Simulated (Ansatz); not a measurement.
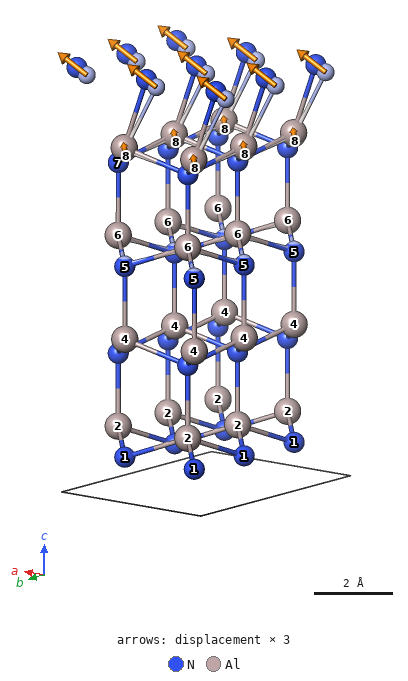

A constrained relaxation of a slab of composition Al₄N₅ (cut from the P6_3mc phase). The starting structure is drawn faded, the final one solid; orange arrows show the displacements, 3 times their true length.

The picture is a ball-and-stick view of the 2 × 3 repeat of the cell, outlined in the plane, without the vacuum, seen from a free direction.

Case: N put at a bridge N-Al site. The slab is the (0 0 1) face of AlN with N on it. 4 atoms are held fixed.

Computed with Ansatz, DFT r2SCAN, scalar-relativistic, plane waves, PAW.

Input
```yaml
crystal:
  lattice:
    - [3.106665338, 0.0, 0.0]
    - [-1.553332669, 2.6904511037, 0.0]
    - [0.0, 0.0, 27.0569797326]
  atoms:
    - { symbol: "N", position: [0.3333333333, 0.6666666667, 0.3141518412] }
    - { symbol: Al, position: [0.6666666667, 0.3333333333, 0.3359344817] }
    - { symbol: "N", position: [0.6666666667, 0.3333333333, 0.4061503734] }
    - { symbol: Al, position: [0.3333333333, 0.6666666667, 0.427933014] }
    - { symbol: "N", position: [0.3333333333, 0.6666666667, 0.5001793777] }
    - { symbol: Al, position: [0.6666666667, 0.3333333333, 0.518033107] }
    - { symbol: "N", position: [0.6666666667, 0.3333333333, 0.5910704309] }
    - { symbol: Al, position: [0.3333333333, 0.6666666667, 0.6099840395] }
    - { symbol: "N", position: [0.0, 0.5, 0.6728144077], spin: 3.0 }
basis:
  ecutwfc: 500
kpoints:
  mp_grid: { grid: [9, 9, 1] }
hamiltonian:
  xc: r2scan
scf:
  occupations: { method: gaussian, width: 0.05 }
output:
  forces: true
  eigenvalues: true
  populations: true
  write_density: true
  write_potential: true
  elf: true
  volumetric_format: npy
magnetization:
  spin_polarized: true
relax:
  adjacent_minimum: "off"
  f_tol: 0.03
  max_steps: 70
  constraints: [{ sites: [0, 1, 2, 3] }]
efield:
  axis: 3
  dipole_correction: true
  ramp_width: 0.04
```

Run as
```bash
ansatz run input.yaml --threads 2 --pin off --max-ram 5120MiB --backend cpu --events-out ev --progress --plain --runs-dir out
```

Question: Atoms of which element are displaced furthest, and by how much?

Answer: Nitrogen: up to 0.33 Å, against 0.08 Å for aluminium.

Question: Describe the change and its energy.

Answer: The largest move is that of N9, 0.33 Å at 56° to the normal (+c side). By element the largest moves are N 0.33 Å, Al 0.08 Å. The cell doesn't change. Among the contacts that change: Al6–N7 1.976 → 1.895 Å, Al4–N5 1.955 → 1.897 Å, N7–Al8 1.865 → 1.911 Å, N5–Al6 1.858 → 1.890 Å. Bond angles that change, for instance: N7–Al8–N9 78.1° → 89.5°, N5–Al6–N7 105.1° → 108.5°, Al4–N5–Al6 105.1° → 108.4°. Over 4 geometry steps the energy falls by 0.249 eV per cell of the calculation. Largest force component: 2.1 eV/Å at the start, 0.023 eV/Å at the end.

Limits of the set-up: the periodic images lie only 3.1 Å apart, so the values are limited by the cell's size.
